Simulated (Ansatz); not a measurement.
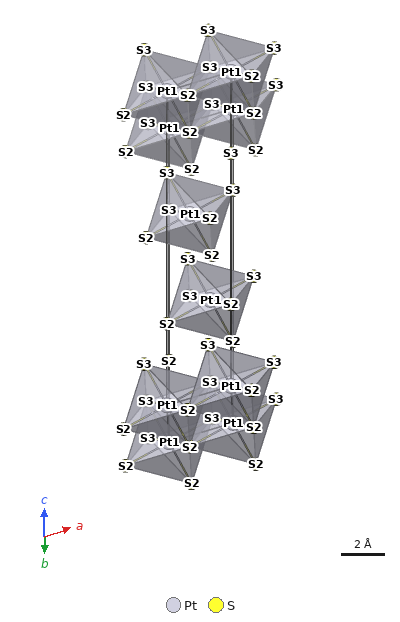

Fig. 1: The structure (polyhedral view of the cell 3 times as large as that of the calculation, set on its symmetry axes, seen at an oblique angle; polyhedra are completed across the faces of the cell; atoms are numbered from 1 in the order of the input).

## PtS$_{2}$: a changed input and its effect

System: PtS$_{2}$ (3 atoms in the cell).
Method of run A: DFT, PBE, plane waves, PAW, no spin polarisation (Ansatz 0.2.0).

The structure was built on a prototype by a generator. The geometry comes from this level: r2scan-rvv10 (a point of a series of strains). Text and figures count atoms from 1; the logs count them from 0 in places.

### The input, run A
```yaml
crystal:
  lattice:
    - [1.7644429029, 1.018701585, 5.6434486228]
    - [-1.7644429029, 1.018701585, 5.6434486228]
    - [0.0, -2.0374031699, 5.6434486228]
  atoms:
    - { symbol: Pt, position: [0.0, 0.0, 0.0] }
    - { symbol: S, position: [0.2597638672, 0.2597638672, 0.2597638672] }
    - { symbol: S, position: [0.7402361328, 0.7402361328, 0.7402361328] }
kpoints:
  mp_grid: { grid: [8, 8, 8] }
  band_path:
    path:
      - [0.0, 0.0, 0.0]
      - [0.5, 0.5, 0.5]
      - [0.8106532132, 0.1893467868, 0.5]
      - [0.5, -0.1893467868, 0.1893467868]
      - [0.5, 0.0, 0.0]
      - [0.3446733934, -0.3446733934, 0.0]
      - [0.6553266066, 0.0, 0.3446733934]
      - [0.5, 0.0, 0.5]
      - [0.25, 0.25, -0.5]
      - [0.197917, 0.197917, 0.375]
      - [0.226562, 0.226562, 0.481771]
    npoints: 1
hamiltonian:
  xc: pbe
scf:
  occupations: { method: fermi_dirac, width: 0.02 }
  n_extra_bands: 4
output:
  forces: true
  stress: true
  eigenvalues: true
```

Launched with:
```bash
ansatz run input.yaml --threads 4 --pin off --max-ram 3686MiB --backend cpu --events-out ev --progress --plain --runs-dir out
```

Hardware: 4 threads of an x86-64 CPU, shared host.

### Output, shortened to warnings, some set-up lines, iterations and results (run A)
```
Basis set: ecut = 420 eV, 1189 PW (Γ), FFT grids on a1−a3, a2−a3, a3, exchange–correlation on 48×48×90 points (8 copies of the dense FFT grid, shifted against one another)
Symmetry: 12 space group operations
k-points: 65 of 512
Initial density: superposition of atomic densities (neutral atoms: chi_scale 0, normalization atom), corrected by the library's trained network
[...]
SCF iter   1: F=—  HF=-14328.216681 eV  |F-HF|=—  |Δ(HF+E_count)|=         —  Δρ=2.46e-3  dr2=4.12e-3  ethr=1.77e-3  ⟨swp⟩=6.1  Hψ=6616  notcnv=0
SCF iter   2: F=—  HF=-14328.217436 eV  |F-HF|=—  |Δ(HF+E_count)|=   7.55e-4  Δρ=2.01e-3  dr2=3.13e-3  ethr=1.37e-5  ⟨swp⟩=2.4  Hψ=2741  notcnv=0
SCF iter   3: F=—  HF=-14328.217141 eV  |F-HF|=—  |Δ(HF+E_count)|=   2.95e-4  Δρ=1.02e-3  dr2=6.41e-4  ethr=1.04e-5  ⟨swp⟩=2.0  Hψ=1907  notcnv=0
SCF iter   4: F=—  HF=-14328.217230 eV  |F-HF|=—  |Δ(HF+E_count)|=   8.92e-5  Δρ=4.64e-4  dr2=5.40e-5  ethr=2.14e-6  ⟨swp⟩=2.5  Hψ=1798  notcnv=0
SCF iter   5: F=—  HF=-14328.217295 eV  |F-HF|=—  |Δ(HF+E_count)|=   6.43e-5  Δρ=1.05e-4  dr2=1.93e-6  ethr=1.80e-7  ⟨swp⟩=2.0  Hψ=1837  notcnv=0
SCF iter   6: F=-14328.217301 eV  HF=-14328.217301 eV  |F-HF|=1.48e-7  |Δ(HF+E_count)|=   6.14e-6  Δρ=1.54e-5  dr2=9.03e-8  ethr=3.33e-10  ⟨swp⟩=4.8  Hψ=6414  notcnv=0
SCF 1 converged in 6 iterations: F = -14328.217301 eV  dr2 = 9.03e-8
NSCF: frozen V_eff on 11 k-points
SCF converged after 6 iterations
Free energy (F): -14328.217301 eV
Harris-Foulkes:  -14328.217301 eV  (|F-HF|=1.48e-7)
Internal energy: -14328.217301 eV  (E = F + TS)
E sigma→0 (E₀):  -14328.217301 eV
Fermi energy:    9.424287 eV
--- Per-component energies (eV) ---
  E_band       = -363.752390
  E_kinetic    = 850.402406
  E_local      = -3528.865737  (includes V_loc(G=0)·N_el)
  E_nonlocal   = 255.202029
  E_hartree    = 1417.461644
  E_xc         = -455.982365
  E_vxc        = -477.709452  (∫ρ·V_xc dr)
  E_paw        = -10653.896918  (= ΣΔE_a)
  E_vpaw       = -297.693415  (= ΣTr[D̂ρ^β])
  E_aug_tail   = 0.000191  (compensation charges beyond the density's cutoff)
  E_ewald      = -2212.538552
  E_smearing   = -0.000000  (= −TS)
  E_closure    = -0.000000  (closes the sum)
  Σ components = -14328.217301   (vs F -14328.217301, Δ=0.00e0)
--- Forces (eV/Å), atoms counted from 1 ---
  atom   1  Pt     0.00000000     0.00000000     0.00000000
  atom   2  S     -0.00000000    -0.00000000    -0.04835637
  atom   3  S     -0.00000000     0.00000000     0.04835637
  max |Σ_I F_I| component: 1.39e-17 eV/Å
--- Stress (GPa, compression-positive) ---
        3.625017      -0.000000      -0.000000
       -0.000000       3.625017      -0.000000
       -0.000000      -0.000000       1.821767
  P = ⅓ Tr σ = 3.0239 GPa (30.239 kbar)
```

For run B the input was changed thus:
```diff
-  xc: pbe
+  xc: r2scan
-  occupations: { method: fermi_dirac, width: 0.02 }
+  occupations: { method: fixed }
```

What does this change do to the results?

The total energies belong to different methods, so their difference says nothing on which is more stable or more accurate. The gap on the mesh goes from 1.18 to 1.35 eV. The pressure goes from 3.02 to 0.72 GPa. The functional changes from PBE to r2SCAN. The SCF takes 7 iterations against 6. The default cutoff goes from 420 to 500 eV with the change. The plane waves at Γ go from 1189 to 1533.

### Output, shortened to warnings, some set-up lines, iterations and results (run B)
```
Basis set: ecut = 500 eV, 1533 PW (Γ), FFT grids on a1−a3, a2−a3, a3, exchange–correlation on 108×108×180 points (64 copies of the dense FFT grid, shifted against one another)
Symmetry: 12 space group operations
k-points: 65 of 512
Initial density: superposition of atomic densities (neutral atoms: chi_scale 0, normalization atom), corrected by the library's trained network
[...]
SCF iter   1: F=—  HF=-14349.728227 eV  |F-HF|=—  |Δ(HF+E_count)|=         —  Δρ=8.61e-3  dr2=4.80e-2  dr2_τ=8.87e-2  ethr=1.77e-3  ⟨swp⟩=5.0  Hψ=5520  notcnv=0  defer=130
SCF iter   2: F=—  HF=-14349.775933 eV  |F-HF|=—  |Δ(HF+E_count)|=   4.77e-2  Δρ=9.46e-3  dr2=8.04e-2  dr2_τ=1.06e-2  ethr=1.60e-4  ⟨swp⟩=3.3  Hψ=2668  notcnv=0  defer=130
SCF iter   3: F=—  HF=-14349.761846 eV  |F-HF|=—  |Δ(HF+E_count)|=   1.41e-2  Δρ=3.01e-3  dr2=1.76e-3  dr2_τ=1.87e-4  ethr=1.60e-4  ⟨swp⟩=2.3  Hψ=1839  notcnv=0  defer=130
SCF iter   4: F=—  HF=-14349.762691 eV  |F-HF|=—  |Δ(HF+E_count)|=   8.45e-4  Δρ=5.58e-4  dr2=3.67e-4  dr2_τ=1.88e-5  ethr=5.88e-6  ⟨swp⟩=2.1  Hψ=2139  notcnv=0  defer=130
SCF iter   5: F=—  HF=-14349.762597 eV  |F-HF|=—  |Δ(HF+E_count)|=   9.37e-5  Δρ=1.12e-4  dr2=4.76e-6  dr2_τ=8.42e-7  ethr=1.22e-6  ⟨swp⟩=2.0  Hψ=1820  notcnv=0  defer=130
SCF iter   6: F=—  HF=-14349.762594 eV  |F-HF|=—  |Δ(HF+E_count)|=   3.28e-6  Δρ=3.74e-5  dr2=4.00e-7  dr2_τ=3.51e-8  ethr=1.59e-8  ⟨swp⟩=2.4  Hψ=2010  notcnv=0  defer=6
SCF iter   7: F=-14349.762594 eV  HF=-14349.762594 eV  |F-HF|=1.36e-9  |Δ(HF+E_count)|=   2.71e-7  Δρ=5.39e-6  dr2=1.02e-8  dr2_τ=3.92e-9  ethr=3.33e-10  ⟨swp⟩=7.5  Hψ=6785  …
SCF 1 converged in 7 iterations: F = -14349.762594 eV  dr2 = 1.02e-8
NSCF: frozen V_eff on 11 k-points
SCF converged after 7 iterations
Free energy (F): -14349.762594 eV
Harris-Foulkes:  -14349.762594 eV  (|F-HF|=1.36e-9)
Internal energy: -14349.762594 eV  (E = F + TS)
E sigma→0 (E₀):  -14349.762594 eV
Fermi energy:    8.567120 eV
--- Per-component energies (eV) ---
  E_band       = -389.485234
  E_kinetic    = 849.301584
  E_local      = -3530.252544  (includes V_loc(G=0)·N_el)
  E_nonlocal   = 256.662167
  E_hartree    = 1418.668919
  E_xc         = -433.249118
  E_vxc        = -526.300204  (∫ρ·V_xc dr)
  E_paw        = -10697.904177  (= ΣΔE_a)
  E_vpaw       = -306.780397  (= ΣTr[D̂ρ^β])
  E_aug_tail   = 0.000155  (compensation charges beyond the density's cutoff)
  E_vtau       = 30.541339  (kinetic-family band-sum trace: ∫τ·v_τ [+ j·A + Jᵃ·Aᵃ] dr)
  E_ewald      = -2212.538552
  E_core_change = -0.451028  (= ΣΔE_core)
  E_smearing   = -0.000000  (= −TS)
  E_closure    = -0.000000  (closes the sum)
  Σ components = -14349.762594   (vs F -14349.762594, Δ=0.00e0)
--- Forces (eV/Å), atoms counted from 1 ---
  atom   1  Pt    -0.00000000    -0.00000000    -0.00000000
  atom   2  S      0.00000000     0.00000000     0.03977044
  atom   3  S      0.00000000    -0.00000000    -0.03977044
  max |Σ_I F_I| component: 4.63e-18 eV/Å
--- Stress (GPa, compression-positive) ---
        0.867551      -0.000000      -0.000000
       -0.000000       0.867551      -0.000000
       -0.000000      -0.000000       0.433018
  P = ⅓ Tr σ = 0.7227 GPa (7.227 kbar)
```

### The two runs side by side

```csv
quantity,run A,run B
outcome,converged,converged
free energy per atom (eV),−4776.0724,−4783.2542
gap on the mesh (eV),1.18,1.35
pressure (GPa),3.02,0.72
largest force (eV/Å),0.048,0.040
SCF iterations,6,7
irreducible k-points,65,65
plane waves at Γ,1189,1533
wall time (shared host),8.4 s,15 s
```

For both runs: Spin–orbit coupling is left out, which matters for Pt.
